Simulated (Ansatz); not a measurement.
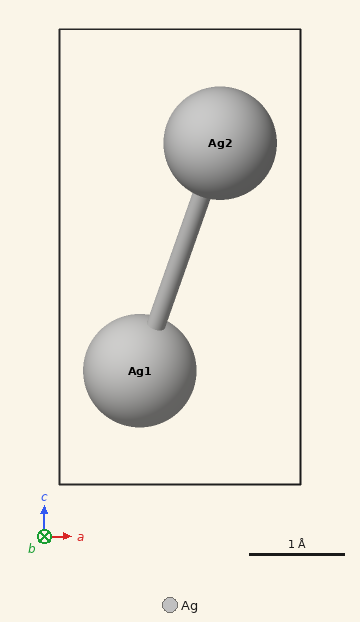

Figure 1. The structure (ball-and-stick view of the cell of the calculation, along the b axis; atoms are numbered from 1 in the order of the input). Near neighbours in the crystal (not all of them lie inside the picture): Ag has 12 Ag at 2.93 Å.

**What a change does: single-point calculation on Ag**

System: Ag (2 atoms in the cell).
Method of run A: DFT, PBE, all-electron LAPW, scalar-relativistic, no spin polarisation (Ansatz 0.2.0).

The structure derives from an entry of the Crystallography Open Database. Text and figures count atoms from 1; the logs count them from 0 in places.

**The input, run A**
```yaml
crystal:
  lattice:
    - [2.9299980804, 0.0, 0.0]
    - [-1.4649990402, 2.5374527707, 0.0]
    - [0.0, 0.0, 4.79]
  atoms:
    - { symbol: Ag, position: [0.3333333333, 0.6666666667, 0.25] }
    - { symbol: Ag, position: [0.6666666667, 0.3333333333, 0.75] }
kpoints:
  mp_grid: { grid: [4, 4, 2] }
scf:
  occupations: { method: fermi_dirac, width: 0.03 }
hamiltonian:
  xc: pbe
  pseudopotentials: { kind: all_electron, lapw: { basis_error: 0.00025 } }
output:
  forces: true
  stress: true
  eigenvalues: true
```

Hardware: 1 thread of an x86-64 CPU, shared host.

**Output, shortened to warnings, some set-up lines, iterations and results (run A)**
```
Basis set: ecut = 267.96814989724015 eV, 337 PW (Γ), exchange–correlation at level 2
Symmetry: 24 space group operations
k-points: 8 of 32
Initial density: superposition of atomic densities (chi_scale 0.1, normalization cell)
[...]
SCF iter   1: F=—  HF=-289312.905176 eV  |F-HF|=—  |Δ(HF+E_count)|=         —  Δρ=1.82e-2  dr2=7.31e-2  ethr=1.90e-4  ⟨swp⟩=2.9  Hψ=1266  notcnv=0
SCF iter   2: F=—  HF=-289312.568277 eV  |F-HF|=—  |Δ(HF+E_count)|=   3.37e-1  Δρ=6.60e-4  dr2=7.02e-5  ethr=1.85e-7  ⟨swp⟩=2.6  Hψ=1057  notcnv=0
SCF iter   3: F=—  HF=-289312.469487 eV  |F-HF|=—  |Δ(HF+E_count)|=   9.88e-2  Δρ=3.27e-3  dr2=2.29e-3  ethr=1.85e-7  ⟨swp⟩=4.0  Hψ=758  notcnv=0
SCF iter   4: F=—  HF=-289312.467199 eV  |F-HF|=—  |Δ(HF+E_count)|=   2.29e-3  Δρ=4.74e-4  dr2=4.48e-5  ethr=1.85e-7  ⟨swp⟩=3.0  Hψ=631  notcnv=0
SCF iter   5: F=—  HF=-289312.467247 eV  |F-HF|=—  |Δ(HF+E_count)|=   4.82e-5  Δρ=2.89e-5  dr2=1.31e-7  ethr=1.18e-7  ⟨swp⟩=2.1  Hψ=539  notcnv=0
SCF iter   6: F=-289312.467248 eV  HF=-289312.467248 eV  |F-HF|=8.27e-9  |Δ(HF+E_count)|=   1.21e-6  Δρ=4.22e-6  dr2=3.06e-9  ethr=3.45e-10  ⟨swp⟩=3.0  Hψ=595  notcnv=0
SCF 1 converged in 6 iterations: F = -289312.467248 eV  dr2 = 3.06e-9
SCF converged after 6 iterations
Free energy (F): -289312.467248 eV
Harris-Foulkes:  -289312.467248 eV  (|F-HF|=8.27e-9)
Internal energy: -289312.461838 eV  (E = F + TS)
E sigma→0 (E₀):  -289312.464543 eV
Entropy (-TS):   -0.005410 eV (-2.705 meV/atom)
Fermi energy:    18.534036 eV
--- Per-component energies (eV) ---
  E_band       = -447.313932
  E_kinetic    = 302495.387275
  E_xc         = -8133.134895
  E_electrostatic = -583674.714218  (all electrons and nuclei)
  E_smearing   = -0.005410  (= −TS)
  E_closure    = 0.000000  (closes the sum)
  E_atoms      = -289307.169094  (free atoms, spherical and without spin; not in F)
  Σ components = -289312.467248   (vs F -289312.467248, Δ=0.00e0)
  Basis errors (estimates in eV, not in F): energy 4.7e-5 per atom: plane waves 4.4e-5 (3.2e-5 summed), levels above the bands 2.9e-104, relativity 3.9e-9, radial functions 3.2e-6, core shells 3.3e-7; eigenvalues (radial functions only) 2.1e-6; not estimated: angular momenta, meshes, grids; target …
--- Forces (eV/Å), atoms counted from 1 ---
  atom   1  Ag     0.00000000     0.00000000     0.00000000
  atom   2  Ag     0.00000000    -0.00000000    -0.00000000
  max |Σ_I F_I| component: 9.25e-18 eV/Å
--- Stress (GPa, compression-positive) ---
        1.916968      -0.000000       0.000000
       -0.000000       1.916968      -0.000000
        0.000000      -0.000000      -1.932970
  P = ⅓ Tr σ = 0.6337 GPa (6.337 kbar)
```

The input of run B differs as follows (lines with − go, lines with + come):
```diff
-  mp_grid: { grid: [4, 4, 2] }
+  mp_grid: { grid: [10, 10, 5] }
```

Predict how the results change.

The free energy of run B is 51.5 meV per atom lower, which measures how much it depends on this numerical setting. The SCF takes 8 iterations against 6. The irreducible k-points go from 8 to 42.

**Output, shortened to warnings, some set-up lines, iterations and results (run B)**
```
Basis set: ecut = 267.96814989724015 eV, 337 PW (Γ), exchange–correlation at level 2
Symmetry: 24 space group operations
k-points: 42 of 500
Initial density: superposition of atomic densities (chi_scale 0.1, normalization cell)
[...]
SCF iter   1: F=—  HF=-289313.010726 eV  |F-HF|=—  |Δ(HF+E_count)|=         —  Δρ=1.82e-2  dr2=7.10e-2  ethr=1.84e-4  ⟨swp⟩=3.0  Hψ=6669  notcnv=0
SCF iter   2: F=—  HF=-289312.662437 eV  |F-HF|=—  |Δ(HF+E_count)|=   3.48e-1  Δρ=3.11e-3  dr2=3.40e-3  ethr=8.95e-6  ⟨swp⟩=2.0  Hψ=5415  notcnv=0
SCF iter   3: F=—  HF=-289312.572672 eV  |F-HF|=—  |Δ(HF+E_count)|=   8.98e-2  Δρ=5.19e-3  dr2=7.94e-3  ethr=8.95e-6  ⟨swp⟩=3.0  Hψ=3437  notcnv=0
SCF iter   4: F=—  HF=-289312.569802 eV  |F-HF|=—  |Δ(HF+E_count)|=   2.87e-3  Δρ=2.20e-3  dr2=1.86e-3  ethr=8.95e-6  ⟨swp⟩=2.0  Hψ=2813  notcnv=0
SCF iter   5: F=—  HF=-289312.570250 eV  |F-HF|=—  |Δ(HF+E_count)|=   4.48e-4  Δρ=5.47e-4  dr2=1.27e-4  ethr=4.89e-6  ⟨swp⟩=2.0  Hψ=2811  notcnv=0
SCF iter   6: F=—  HF=-289312.570275 eV  |F-HF|=—  |Δ(HF+E_count)|=   2.45e-5  Δρ=1.00e-4  dr2=2.63e-6  ethr=3.34e-7  ⟨swp⟩=2.3  Hψ=2821  notcnv=0
SCF iter   7: F=—  HF=-289312.570275 eV  |F-HF|=—  |Δ(HF+E_count)|=   9.66e-7  Δρ=2.02e-5  dr2=1.56e-7  ethr=6.92e-9  ⟨swp⟩=2.1  Hψ=2816  notcnv=0
SCF iter   8: F=-289312.570275 eV  HF=-289312.570275 eV  |F-HF|=6.17e-9  |Δ(HF+E_count)|=   1.72e-8  Δρ=4.58e-6  dr2=8.90e-9  ethr=4.11e-10  ⟨swp⟩=2.3  Hψ=2825  notcnv=0
SCF 1 converged in 8 iterations: F = -289312.570275 eV  dr2 = 8.90e-9
SCF converged after 8 iterations
Free energy (F): -289312.570275 eV
Harris-Foulkes:  -289312.570275 eV  (|F-HF|=6.17e-9)
Internal energy: -289312.566955 eV  (E = F + TS)
E sigma→0 (E₀):  -289312.568615 eV
Entropy (-TS):   -0.003320 eV (-1.660 meV/atom)
Fermi energy:    17.807788 eV
--- Per-component energies (eV) ---
  E_band       = -447.204081
  E_kinetic    = 302495.633840
  E_xc         = -8133.148249
  E_electrostatic = -583675.052546  (all electrons and nuclei)
  E_smearing   = -0.003320  (= −TS)
  E_closure    = 0.000000  (closes the sum)
  E_atoms      = -289307.169094  (free atoms, spherical and without spin; not in F)
  Σ components = -289312.570275   (vs F -289312.570275, Δ=0.00e0)
  Basis errors (estimates in eV, not in F): energy 5.1e-5 per atom: plane waves 4.9e-5 (2.4e-5 summed), levels above the bands 2.9e-102, relativity 3.9e-9, radial functions 1.9e-6, core shells 3.3e-7; eigenvalues (radial functions only) 2.1e-6; not estimated: angular momenta, meshes, grids; target …
--- Forces (eV/Å), atoms counted from 1 ---
  atom   1  Ag     0.00000000     0.00000000     0.00000000
  atom   2  Ag    -0.00000000    -0.00000000     0.00000000
  max |Σ_I F_I| component: 0.00e0 eV/Å
--- Stress (GPa, compression-positive) ---
        0.899682       0.000000       0.000000
        0.000000       0.899682      -0.000000
        0.000000      -0.000000       0.327426
  P = ⅓ Tr σ = 0.7089 GPa (7.089 kbar)
```

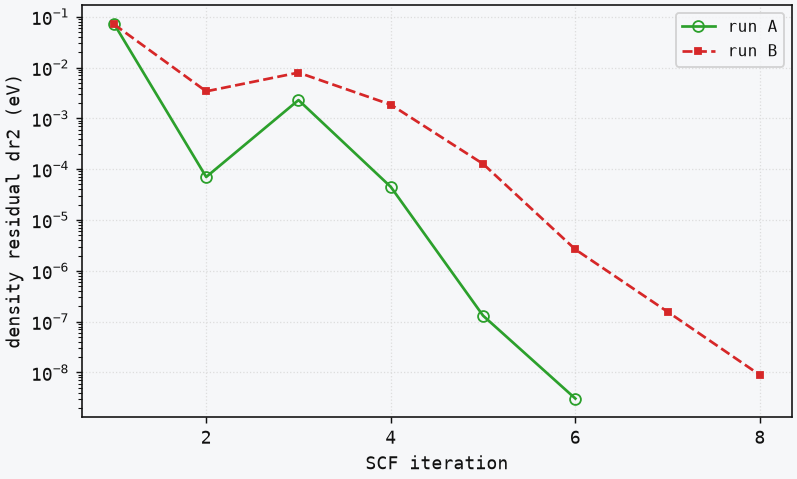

Figure 2. Convergence of the two runs: density residual dr2 against the SCF iteration. Run A takes 6 iterations in all, and run B takes 8.

**The two runs side by side**

```csv
quantity,run A,run B
outcome,converged,converged
free energy per atom (eV),−144656.2336,−144656.2851
"energy per atom, smearing taken to zero (eV)",−144656.2323,−144656.2843
pressure (GPa),0.63,0.71
largest force (eV/Å),0.000,0.000
SCF iterations,6,8
irreducible k-points,8,42
plane waves at Γ,337,337
wall time (shared host),4.4 s,13 s
```

For run A: The k-point mesh is coarse for a cell of this size, so the results may not be converged.
